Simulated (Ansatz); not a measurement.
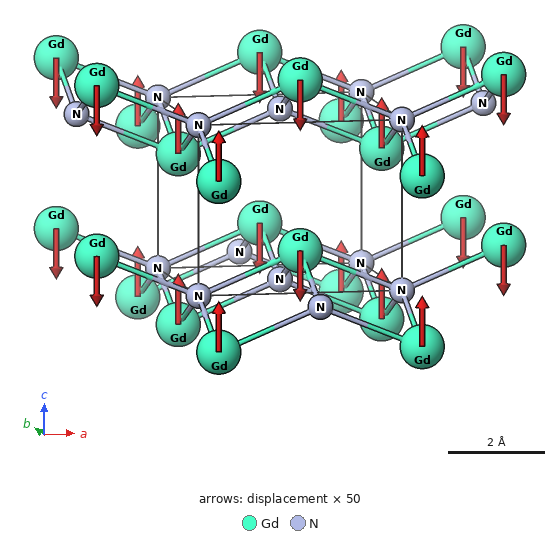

A relaxation of a crystal of GdN (built on the PbO type). The starting structure is drawn; red arrows show the displacements (the part carried along by the change of the cell is left out), magnified 50 times.

The picture is a ball-and-stick view of the cell of the calculation, seen slightly off an axis.

Case: volume × 1.020.

All numbers below come from DFT PBE, scalar-relativistic, plane waves, PAW in Ansatz.

Input file:
```yaml
crystal:
  lattice:
    - [4.3219527855, 0.0, 0.0]
    - [0.0, 4.3219527855, 0.0]
    - [0.0, 0.0, 3.5909123222]
  atoms:
    - { symbol: Gd, position: [0.5, 0.0, 0.2486793575], spin: 7.43 }
    - { symbol: Gd, position: [0.0, 0.5, 0.7513208202], spin: -7.43 }
    - { symbol: "N", position: [0.0, 0.0, -8.88e-08] }
    - { symbol: "N", position: [0.5, 0.5, -8.88e-08] }
basis:
  ecutwfc: 420
  ecutrho_ratio: 4
kpoints:
  mp_grid: { grid: [8, 8, 10] }
hamiltonian:
  xc: pbe
scf:
  occupations: { method: gaussian, width: 0.05 }
output:
  forces: true
  stress: true
  eigenvalues: true
  populations: true
magnetization:
  spin_polarized: true
relax:
  f_tol: 0.01
  max_steps: 40
  cell: { stress_tol: 0.1, fix: [volume] }
```

Run as
```bash
ansatz run input.yaml --threads 2 --pin off --max-ram 2662MiB --backend cpu --events-out ev --progress --plain --runs-dir out
```

Q: Atoms of which element are displaced furthest, and by how much?

A: Gadolinium: up to 0.022 Å, against 0.000 Å for nitrogen.

Q: What happened in the run?

A: The largest moves relative to the cell, 0.022 Å, are those of Gd1 and Gd2. Gd1 goes along −c. N stays in place. The drawn cell changes at constant volume: a = b 4.322 → 4.307 Å (−0.3 %), c 3.591 → 3.616 Å (+0.7 %). Some distances before and after: Gd1–Gd1 3.591 → 3.616 Å, Gd1–Gd2 3.540 → 3.515 Å, Gd1–Gd2 (another image) 3.549 → 3.569 Å, Gd1–N3 2.338 → 2.325 Å. The space group stays P4/nmm (No. 129). The energy falls by 6.2 meV per cell of the calculation in 2 accepted moves (4 points after the start). The largest force component goes from 0.21 to 0.00036 eV/Å. The pressure goes from −2.33 to −0.82 GPa. The line search rejected the trial step at point 1 of the run. At 1 point the geometry stayed and the basis and grid were re-selected for the new cell (energy shift of less than 0.05 meV per cell of the calculation at most each time).
